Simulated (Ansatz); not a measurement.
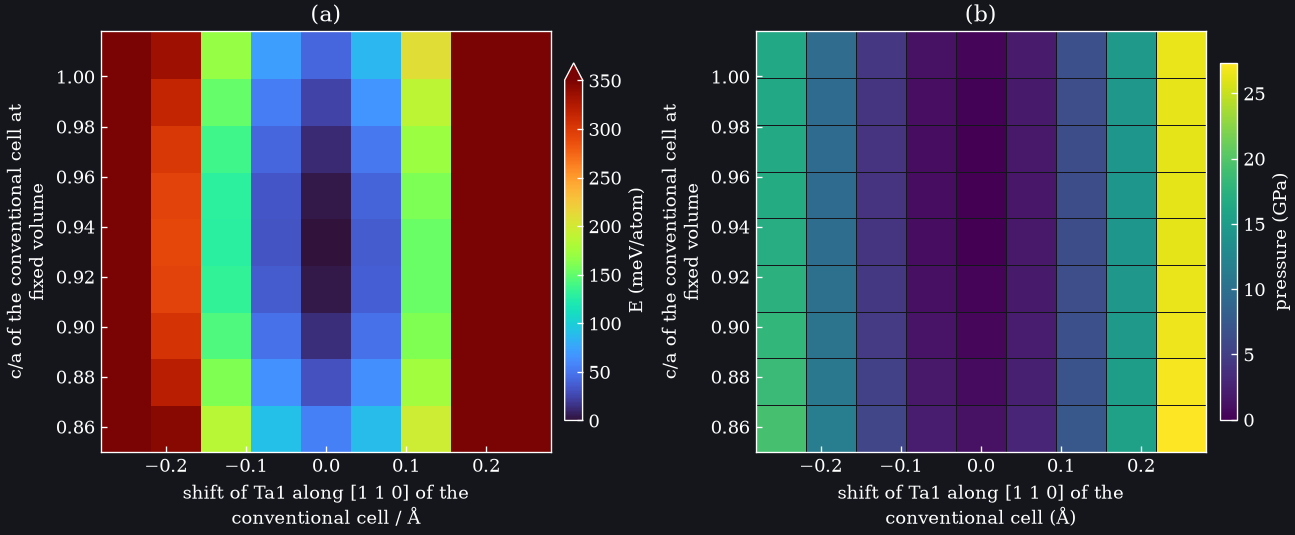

Ta2N (P-31m, No. 162; 9 atoms in the cell). 
- The energy is mapped over a free internal coordinate and the cell.
- First axis: shift of Ta1 along [1 1 0] of the conventional cell, Cartesian (0.5 0.87 0), its symmetry partners moved as symmetry demands (measured in the relaxed cell). Second axis: c/a of the conventional cell at fixed volume.
- Nothing is relaxed (all other coordinates fixed).
- The scan uses a 9 × 9 grid.
- Points are written as (first, second).
- Energies are in meV/atom, from the lowest grid point.
- The calculation used DFT LDA, scalar-relativistic, plane waves, PAW (Ansatz). Settings: cutoff 520 eV, k-mesh 9×9×8 in the order of the run's cell vectors, gaussian smearing 0.15 eV, no spin polarisation.

Panel (a) is the energy and panel (b) the computed pressure on the same grid.

Drawn: one coloured cell a grid point, one colour for all values above the top of the scale.

Question: How does the pressure vary over the map, and what is it at the lowest grid point?

Answer: It runs from −0.1 GPa at (0.000 Å, 0.953) to 27.3 GPa at (0.250 Å, 0.859). At the lowest grid point, (0.000 Å, 0.934), it is 0.0 GPa.

```
second ↓, first →  −0.250  −0.188  −0.125  −0.062  0.000  0.062  0.125  0.188  0.250
            1.009    16.4     9.5     4.3     1.2    0.3    1.9    6.6   14.6   26.5
            0.990    16.4     9.4     4.1     0.9    0.1    1.8    6.4   14.4   26.3
            0.971    16.4     9.4     4.1     0.8   −0.1    1.7    6.3   14.3   26.2
            0.953    16.6     9.5     4.1     0.8   −0.1    1.6    6.3   14.3   26.2
            0.934    17.0     9.7     4.2     0.9    0.0    1.7    6.3   14.3   26.2
            0.915    17.4    10.0     4.4     1.1    0.2    1.8    6.4   14.5   26.4
            0.897    17.9    10.4     4.7     1.4    0.4    2.0    6.7   14.7   26.6
            0.878    18.5    10.9     5.1     1.7    0.7    2.4    7.0   15.0   26.9
            0.859    19.3    11.5     5.6     2.1    1.1    2.8    7.4   15.5   27.3
```

PAW datasets: the set soft_1.
